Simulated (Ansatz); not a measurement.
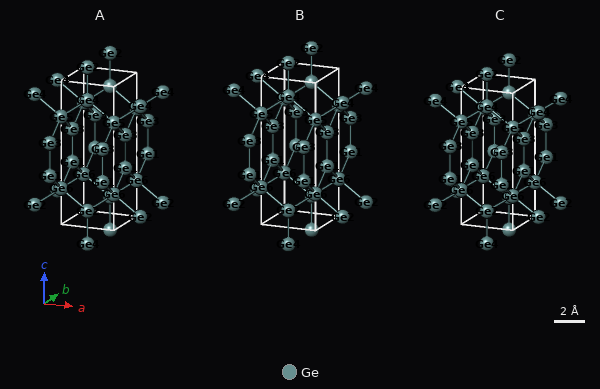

3 geometries from one relaxation of a crystal of Ge (a generated structure, set up in P4_2/mmc) (coarse preliminary run), in shuffled order. Style: ball-and-stick. Shown: the cell of the calculation, slightly off an axis.

Method: Ansatz 0.2.0, DFT PBE, scalar-relativistic, plane waves, PAW. (plane-wave cutoff 420 eV; k-point mesh 4 × 4 × 2; occupations gaussian; smearing width 0.1 eV; no spin polarisation; cell and atoms relaxed; force threshold 0.04 eV/Å; at most 70 steps)

**Order the frames from highest to lowest energy.**

C, A, B. They are steps 0, 1, 5, at +169 meV per atom, +34.5 meV per atom relative to the last. The largest moves relative to the cell, 0.040 Å, are those of Ge1, Ge2, Ge3 and Ge4. Ge2 goes along −c. The volume changes by +19.5 %, with a = b 3.838 → 4.040 Å (+5.3 %), c 9.710 → 10.469 Å (+7.8 %). Some distances before and after: Ge1–Ge6 2.304 → 2.466 Å, Ge1–Ge3 2.304 → 2.404 Å. Bond angles that change, for instance: Ge6–Ge1–Ge6 112.8° → 110.0°. The space group stays P4_2/mmc (No. 131). Over 3 accepted moves (5 points after the start) the energy falls by 169 meV per atom. Largest force component: 0.85 eV/Å at the start, 0.0024 eV/Å at the end. The pressure goes from 12.22 to 0.14 GPa. The line search rejected the trial step at point 3 of the run. The SCF was repeated once at an unchanged geometry on a basis and grid sized afresh for the cell, which shifted the energy by 2.0 meV per atom at most. The run took 38 s on 1 thread of Intel(R) Xeon(R) Platinum 8259CL CPU @ 2.50GHz (Skylake/Cascade Lake), on a shared host, peak memory 0.49 GiB.

Limits of the set-up: the k-point mesh is coarse for a cell with partly filled bands.
